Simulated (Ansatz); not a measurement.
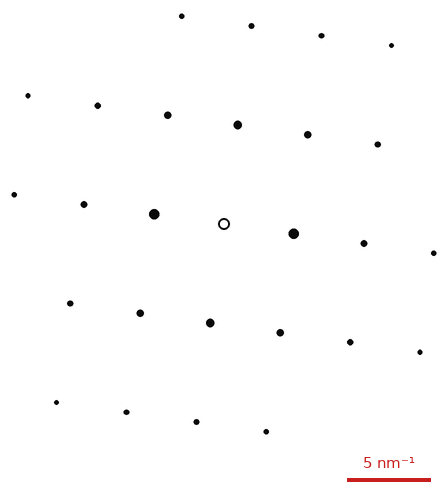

Simulated selected-area electron diffraction pattern (200 kV, kinematic approximation, thin crystal, B = 0.5 Å² for all atoms).

Phase: Ge, space group Im-3m (No. 229), a = 3.32 Å. Structure: the input geometry of an electronic-structure calculation (not necessarily at equilibrium); the starting structure was generated, so it need not be a known form of this composition.

Q: Which low-index zone axis gives this pattern?

A: The spots form a rectangular net whose two shortest vectors correspond to d = 2.35 Å and 1.66 Å, 90.0° apart. They index as 1 -1 0 and 0 0 2, so the zone axis is ±[110] (or an equivalent direction of <110>).

Q: Which reflections of this zone are missing, and why?

A: The lattice centring (I) removes all reflections that break h + k + l = 2n.
